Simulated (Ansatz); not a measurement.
Start from this file.

```
CELL_PARAMETERS angstrom
2.49881 0.00000 0.00000
-1.24941 2.16404 0.00000
0.00000 0.00000 24.78345
ATOMIC_POSITIONS crystal
C 0.66667 0.33333 0.33826
C 0.33333 0.66667 0.35935
C 0.33333 0.66667 0.42221
C 0.66671 0.33335 0.43656
C 0.03694 0.51847 0.56795
C 0.69896 0.84948 0.56799
C 0.36750 0.68375 0.61842
H 0.36140 0.68070 0.66174
```

### Work out the structure from the coordinates.

Its composition is HC₇. The cell comprises 1 formula unit: 1 H, 7 C. The neighbours of H is one C at 1.07 Å. The coordination, counted out to bonding distance, is C 3 to 4 (mean 3.6). The bonds build C and HC3 layers parallel to (001).

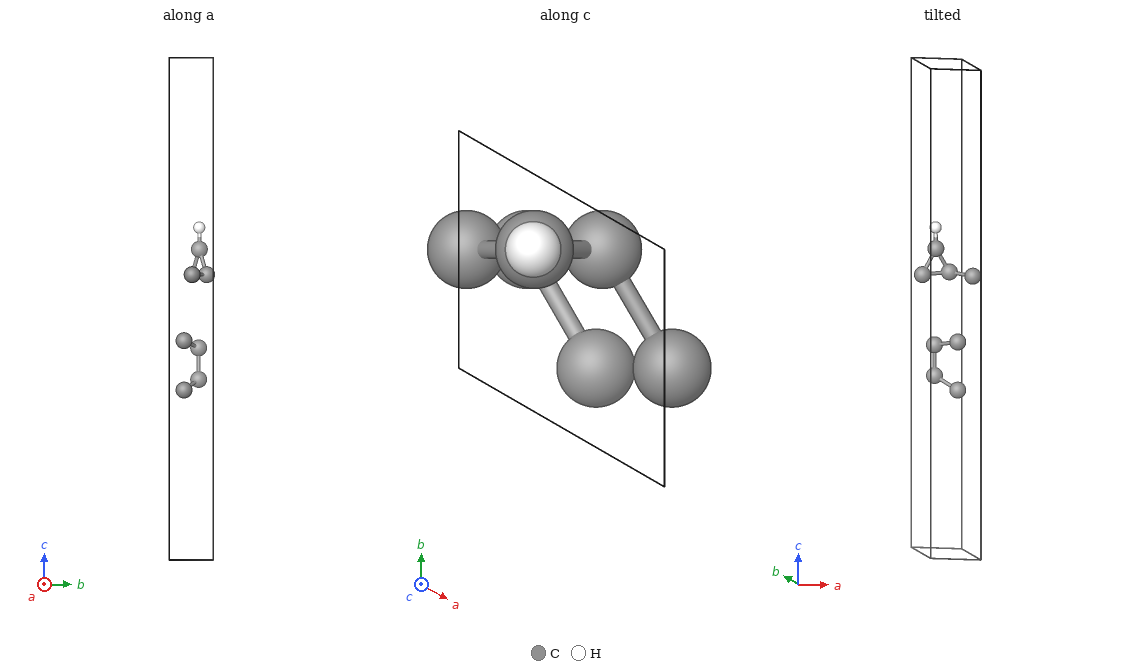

The crystal in a ball-and-stick representation, seen along the a axis, along the c axis and slightly off an axis. The lines enclose the simulation cell; boundary atoms appear with their images.

The structure was taken from an entry, possibly a prediction, of the Crystallography Open Database, from which a slab was cut and an adsorbate added. The atoms were relaxed in a fixed cell with DFT PBEsol, scalar-relativistic, plane waves, PAW (Ansatz 0.2.0), but for three held in place.

At this level of theory the run's own cell isn't at rest (forces up to 6.8 eV/Å), so its distances can differ from those at equilibrium, the more so the softer the solid.
